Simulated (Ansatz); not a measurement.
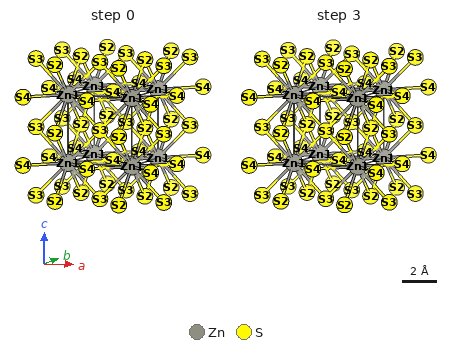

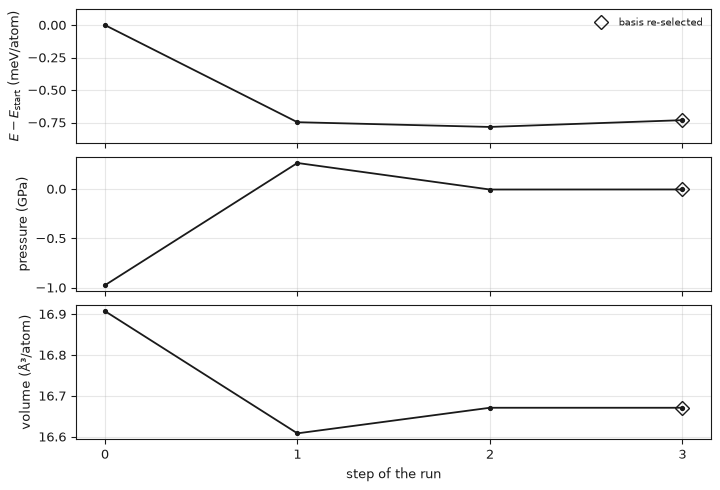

First and last geometry of a relaxation of solid ZnS3 (built on the Cu3Au (L1_2)_221 type), with the history of the run. The picture is a ball-and-stick view of the cell of the calculation, seen slightly off an axis.

Case: Cu3Au (L1_2) type (Pm-3m, No. 221).

Computed with DFT PBE, scalar-relativistic, plane waves, PAW (Ansatz). Set-up: plane-wave cutoff 420 eV; k-point mesh 12 × 12 × 12; occupations gaussian; smearing width 0.1 eV; no spin polarisation; cell and atoms relaxed; force threshold 0.01 eV/Å; at most 80 steps.

**Read the history and describe the run.**

It converged. The atoms keep their places relative to the cell (all moves are under 0.005 Å). Cell: a = b = c 4.074 → 4.055 Å (−0.5 %). Volume −1.4 %. Near-neighbour distances that change, for instance: Zn1–S2 2.881 → 2.867 Å. The space group stays Pm-3m (No. 221). Over 2 accepted moves (3 points after the start) the energy falls by 0.7 meV per atom. All forces vanish by symmetry, so only the cell relaxes. The pressure goes from −0.98 to −0.01 GPa. At 1 point the geometry stayed and the basis and grid were re-selected for the new cell (energy shift of 0.1 meV per atom at most each time).
